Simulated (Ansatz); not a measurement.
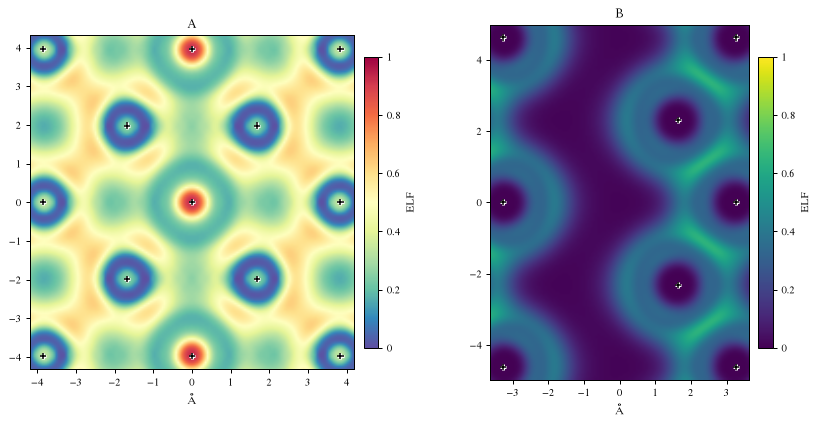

The electron localisation function of 2 systems, each on a plane through atoms (crosses mark nuclei in the plane).

All numbers below come from DFT PBEsol, scalar-relativistic, plane waves, PAW (Ansatz 0.2.0).

System 1: Sn, the (101) plane of the conventional cell. Space group Fd-3m.

```
CELL_PARAMETERS angstrom
6.54156 0.00000 0.00000
0.00000 6.54156 0.00000
0.00000 0.00000 6.54156
ATOMIC_POSITIONS crystal
Sn 0.00000 0.00000 0.00000
Sn 0.50000 0.50000 0.00000
Sn 0.50000 0.00000 0.50000
Sn 0.00000 0.50000 0.50000
Sn 0.25000 0.25000 0.25000
Sn 0.75000 0.75000 0.25000
Sn 0.75000 0.25000 0.75000
Sn 0.25000 0.75000 0.75000
```

System 2: Al3Cu, the (11̄0) plane of the conventional cell. Space group P4/mmm; a structure from a database of computed crystals, not necessarily the ambient phase; changed on purpose from its base cell (volume × 1.03, shape and atoms relaxed); computed pressure about −3 GPa in this cell; computed without spin polarisation.

Question: Which map belongs to which system?

Answer: Panel A is system 2, Al3Cu: the plane holds Al and Cu. Al–Cu (2.60 Å): the ELF is about 0.45 at the midpoint. Panel B is system 1, Sn: the plane holds Sn. Sn–Sn (2.83 Å): the ELF peaks at about 0.65 between the atoms.
